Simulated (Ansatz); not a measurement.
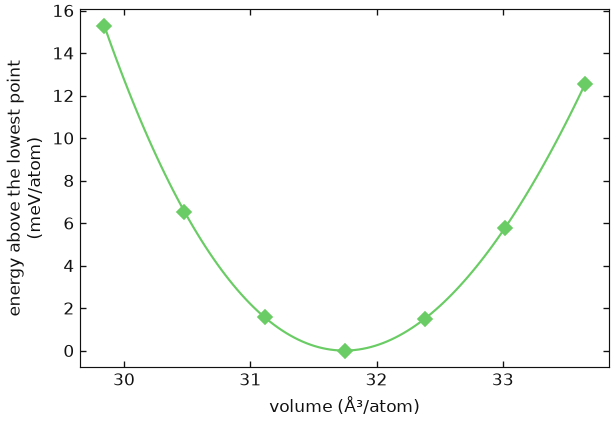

The picture above shows the energy above the lowest point against volume for Se, space group Fd-3m (No. 227) (one of a set of cubic test structures, which need not be the stable phase).

How it was computed, with Ansatz 0.2.0 development build: equation of state of a cubic crystal from periodic Kohn-Sham density functional theory without spin, third-order Birch-Murnaghan fit to the free energies; pressure corrected for the finite basis. Level: PBE.

```csv
setting,value
structure type,diamond
atoms in cell,2
space group number,227
lattice centring,face-centred primitive
k mesh,15×15×15
occupation method,Fermi–Dirac
occupation width,0.06123 eV
wave cutoff,700 eV
datasets,hard PAW
density tolerance,1e-09 eV
bands,20
density cutoff ratio,4
search for lower states,default
```

From this curve and the settings, what does the calculation give for the pressure at the same points?

The pressure falls from 2.716 GPa at volume 29.84 Å³/atom to −2.005 GPa at 33.65 Å³/atom, and changes sign near 31.74 Å³/atom.

```tsv
volume (Å³/atom)	pressure (GPa)
29.84	2.716
30.48	1.715
31.11	0.810
31.75	-0.010
32.38	-0.740
33.02	-1.406
33.65	-2.005
```

Keep in mind: cubic model structure, not the ambient form.
